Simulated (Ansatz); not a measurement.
**Mending a single-point calculation on AlNi**

System: AlNi (P4/mmm, 2 atoms in the cell).
Method of run 1: DFT, PBE, all-electron LAPW (Ansatz 0.2.0).

The structure derives from an entry of the Crystallography Open Database. Text and figures count atoms from 1; the logs count them from 0 in places.

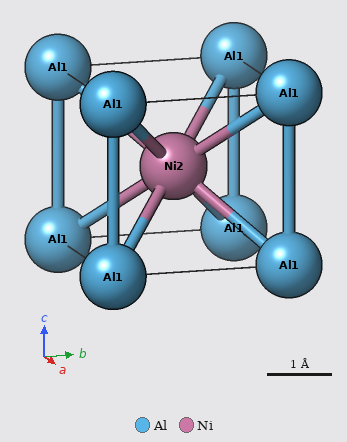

Figure 1. The structure as given in the input (ball-and-stick view of the cell of the calculation, seen slightly off an axis; atoms are numbered from 1 in the order of the input). An atom can appear more than once, as a periodic image.

### The input, run 1
```yaml
crystal:
  lattice:
    - [2.9252123016, 0.0, 0.0]
    - [0.0, 2.9252123016, 0.0]
    - [0.0, 0.0, 2.79457]
  atoms:
    - { symbol: Al, position: [0.0, 0.0, 0.0] }
    - { symbol: Ni, position: [0.5, 0.5, 0.5], spin: 1.5 }
  symmetry: { detect: false }
magnetization:
  spin_polarized: true
kpoints:
  mp_grid: { grid: [14, 14, 14] }
scf:
  occupations: { method: fermi_dirac, width: 0.03 }
  convergence: { dr2_threshold: 1.0e-06 }
hamiltonian:
  xc: pbe
  pseudopotentials: { kind: all_electron, lapw: { basis_error: 0.0005 } }
output:
  forces: true
  stress: true
  eigenvalues: true
basis:
  xc_grid: 4
```

Launched with:
```bash
ansatz run input.yaml --threads 1 --pin off --max-ram 3072MiB --backend cpu --events-out ev --progress --plain --runs-dir out
```

Hardware: 1 thread of Intel Xeon (Granite Rapids), 64 GiB of memory available, shared host.

### Output (run 1)
```
Warning: scf.convergence.dr2_threshold = 1e-6 eV is looser than this run's default, which is 1e-7 eV or tighter. The error in the forces grows as the threshold's square root, so leave the key out unless less accurate forces are enough
Warning: output.stress: scf.convergence.dr2_threshold = 1e-6 eV is looser than the 1e-7 eV advised for a printed stress on datasets or a basis made for the crystal, by an estimate of what a threshold leaves in their stress. Set scf.convergence.dr2_threshold to 1e-7 eV or tighter
LAPW: plane waves up to 8.526 Å⁻¹, error target 5.0e-4 eV per atom; small_component_spin mean_spin; Al in spheres of 1.148 Å, 11 of its electrons in bands, Dirac shells []; Ni in spheres of 1.348 Å, 18 of its electrons in bands, Dirac shells [] (how accurate: hamiltonian.pseudopotentials.lapw.basis_error, Limitations)
Engine: ansatz 0.2.0, x86_64-unknown-linux-gnu
Pseudopotentials: kind: all_electron
Pseudopotential: Al, LAPW, valence charge 11, lapw/all_electron/scalar/gaussian/Al, Koelling and Harmon's equation, gaussian nucleus
Pseudopotential: Ni, LAPW, valence charge 18, lapw/all_electron/scalar/gaussian/Ni, Koelling and Harmon's equation, gaussian nucleus
Functional definition: PBE
  parameter kappa = 0.804
  parameter beta = 0.06672455060314922
  exchange = pbe_x(kappa = kappa, mu = beta*pi^2/3)
  correlation = pbe_c(beta = beta)
name one with --spill-dir DIR, on a local disk that has 622.9 MiB free on top of a fifth of its size, which is kept free (a 1 TiB disk: 205.41 GiB free)
with nothing else changed it takes a maximum of at least 3.27 GiB, with nothing to spare, and 3.60 GiB leaves up to a tenth: --max-ram 3.60GiB where that set the maximum, else more of the term that did, and with no share typed, where 3.60 GiB is over 0.88 of the host's memory or its container's limit, a share of 0.88 or more that holds the maximum too (--max-ram-frac F), where one does; The budget is ten elevenths of this run's memory maximum, which was set by `override`, `--max-ram`. Only more of that lifts it, as far as the next of its terms, where there is one: `probe`, the memory found free on the host or within its container's limit (plus what this process already holds); `hard-limit-fraction`, `--max-ram-frac`'s share of the host's memory or its container's limit, at most the whole. Or run on fewer --threads (every phase holds memory for each worker), or reduce the deck (k-points, bands, cutoff, basis.xc_grid; a resume cannot: its deck is fixed); --dry-run prints the memory plan (there is none under scf.eigensolver.kind: dense, nor of a phonons: deck that is refused for the q-mesh of its integrals; under relax.cell it leaves out what runs after the relaxation; the manual's page Python interface lists what else it leaves out, under The engine at run.memory_plan())
```

Q: What went wrong, and how is the input to be mended?

A: Settings chosen away from the usual ones: basis.xc_grid = 4, scf.convergence.dr2_threshold = 1e-06, crystal.symmetry = {"detect": false}. The program refused the input: “memory limit exceeded: the `scf loop` phase needs 3.27 GiB against the run's memory maximum of 3.00 GiB; largest carriers: full-potential states 1.32 GiB, full-potential basis 0.94 GiB, wavefunctions 0.50 GiB, unmodelled-tail allowance 0.28 GiB, open shells' solve in a pass 0.13 GiB; a smaller basis.ecutwfc or, where none is typed, a larger hamiltonian.pseudopotentials.lapw.basis_error lowers the `full-potential` rows, and so do fewer k-points and bands
”

A run of the same system that converges differs from this input as follows (lines with − go, lines with + come):
```diff
-  symmetry: { detect: false }
-  convergence: { dr2_threshold: 1.0e-06 }
-basis:
-  xc_grid: 4
```

### Output, shortened to warnings, some set-up lines, iterations and results (run 2)
```
WARN: the starting moments were not kept: the SCF closed with an absolute magnetisation of 5.5e-7 μB, where they sum to 1.5 μB in size (1 site). That is at most 0.1 of that sum. Measured as dr2_m measures the in/out step, that magnetisation stands 2.0e-14 eV from none, at or under the dr2_threshold of 1.0e-7 eV: it is no larger than a step whose dr2_m would equal this threshold. The system may …
Basis set: ecut = 276.96400177070257 eV, 251 PW (Γ), exchange–correlation at level 2
Symmetry: 16 space group operations
k-points: 288 of 2744
Initial density: superposition of atomic densities (chi_scale 0.1, normalization cell)
[...]
SCF iter   1: F=—  HF=-47991.976292 eV  |F-HF|=—  |Δ(HF+E_count)|=         —  Δρ=5.22e-2 (↑3.32e-2 ↓5.22e-2)  dr2=4.27e-1  dr2_m=3.58e-1  M=0.151 μB ∫|m|=0.219 μB  β_m=0.30  …
SCF iter   2: F=—  HF=-47991.889683 eV  |F-HF|=—  |Δ(HF+E_count)|=   8.66e-2  Δρ=3.65e-2 (↑2.58e-2 ↓3.65e-2)  dr2=1.83e-1  dr2_m=1.92e-1  M=0.110 μB ∫|m|=0.176 μB  β_m=0.65  …
SCF iter   3: F=—  HF=-47993.050067 eV  |F-HF|=—  |Δ(HF+E_count)|=    1.16e0  Δρ=2.44e-2 (↑1.79e-2 ↓2.44e-2)  dr2=5.90e-1  dr2_m=3.74e-3  M=0.012 μB ∫|m|=0.039 μB  β_m=0.46  …
SCF iter   4: F=—  HF=-47991.681283 eV  |F-HF|=—  |Δ(HF+E_count)|=    1.37e0  Δρ=1.77e-3 (↑1.69e-3 ↓1.77e-3)  dr2=9.22e-4  dr2_m=1.40e-4  M=0.007 μB ∫|m|=0.028 μB  β_m=0.64  …
SCF iter   5: F=—  HF=-47991.682397 eV  |F-HF|=—  |Δ(HF+E_count)|=   1.11e-3  Δρ=6.73e-4 (↑6.73e-4 ↓4.96e-4)  dr2=1.10e-4  dr2_m=1.05e-5  M=0.004 μB ∫|m|=0.015 μB  β_m=0.82  …
SCF iter   6: F=—  HF=-47991.682566 eV  |F-HF|=—  |Δ(HF+E_count)|=   1.69e-4  Δρ=6.92e-5 (↑6.92e-5 ↓3.92e-5)  dr2=3.62e-7  dr2_m=5.95e-7  M=0.001 μB ∫|m|=0.003 μB  β_m=0.88  …
SCF iter   7: F=—  HF=-47991.682574 eV  |F-HF|=—  |Δ(HF+E_count)|=   8.44e-6  Δρ=2.67e-5 (↑1.60e-5 ↓2.67e-5)  dr2=4.65e-7  dr2_m=3.37e-8  M=0.000 μB ∫|m|=0.001 μB  β_m=0.84  …
SCF iter   8: F=—  HF=-47991.682573 eV  |F-HF|=—  |Δ(HF+E_count)|=   9.66e-7  Δρ=4.84e-6 (↑3.58e-6 ↓4.84e-6)  dr2=1.05e-9  dr2_m=3.58e-9  M=0.000 μB ∫|m|=0.000 μB  β_m=0.84  …
SCF iter   9: F=—  HF=-47991.682573 eV  |F-HF|=—  |Δ(HF+E_count)|=   1.58e-8  Δρ=1.10e-6 (↑1.10e-6 ↓6.26e-7)  dr2=3.75e-10  dr2_m=1.16e-10  M=0.000 μB ∫|m|=0.000 μB  β_m=0.85 …
SCF iter  10: F=—  HF=-47991.682573 eV  |F-HF|=—  |Δ(HF+E_count)|=   1.19e-9  Δρ=2.66e-7 (↑1.93e-7 ↓2.66e-7)  dr2=6.38e-12  dr2_m=1.10e-11  M=0.000 μB ∫|m|=0.000 μB  β_m=0.93 …
SCF iter  11: F=-47991.682573 eV  HF=-47991.682573 eV  |F-HF|=1.46e-11  |Δ(HF+E_count)|=  4.37e-11  Δρ=5.74e-8 (↑4.23e-8 ↓5.74e-8)  dr2=2.34e-12  dr2_m=1.67e-13  M=0.000 μB …
SCF 1 converged in 11 iterations: F = -47991.682573 eV  dr2 = 2.34e-12
WARN: the starting moments were not kept: the SCF closed with an absolute magnetisation of 5.5e-7 μB, where they sum to 1.5 μB in size (1 site). That is at most 0.1 of that sum. Measured as dr2_m measures the in/out step, that magnetisation stands 2.0e-14 eV from none, at or under the dr2_threshold …
SCF converged after 11 iterations
Magnetization: 0.0000 μB (14.5000 up, 14.5000 down)
Absolute magnetization: 0.0000 μB (∫|ρ↑−ρ↓|)
Spin contamination: 0.0000 ħ² per cell (⟨S²⟩ above its minimum at these occupations)
Per-site moments (μB) at R_I (Å): [(1.5512715734189442e-7, 1.1482432898157287), (5.013959203381546e-8, 1.3479215064762782)]
Free energy (F): -47991.682573 eV
Harris-Foulkes:  -47991.682573 eV  (|F-HF|=1.46e-11)
Internal energy: -47991.680277 eV  (E = F + TS)
E sigma→0 (E₀):  -47991.681425 eV
Entropy (-TS):   -0.002297 eV (-1.148 meV/atom)
Fermi energy:    15.332029 eV
--- Per-component energies (eV) ---
  E_band       = -777.398037
  E_kinetic    = 48668.551635
  E_xc         = -2240.305634
  E_electrostatic = -94419.926277  (all electrons and nuclei)
  E_smearing   = -0.002297  (= −TS)
  E_closure    = 0.000000  (closes the sum)
  E_atoms      = -47979.538827  (free atoms, spherical and without spin; not in F)
[...]
```

### The two runs side by side

| quantity | run 1 | run 2 |
| --- | --- | --- |
| outcome | refused | converged |
| free energy per atom (eV) | – | −23995.8413 |
| net moment of the cell (μB) | – | 0.00 |
| absolute moment of the cell (μB) | – | 0.00 |
| pressure (GPa) | – | 2.07 |
| volume per atom (Å³) | – | 11.96 |
| largest force (eV/Å) | – | 0.000 |
| SCF iterations | – | 11 |
| irreducible k-points | – | 288 |
| plane waves at Γ | – | 251 |

Notes on run 2: The program warns: some starting moments were not kept.
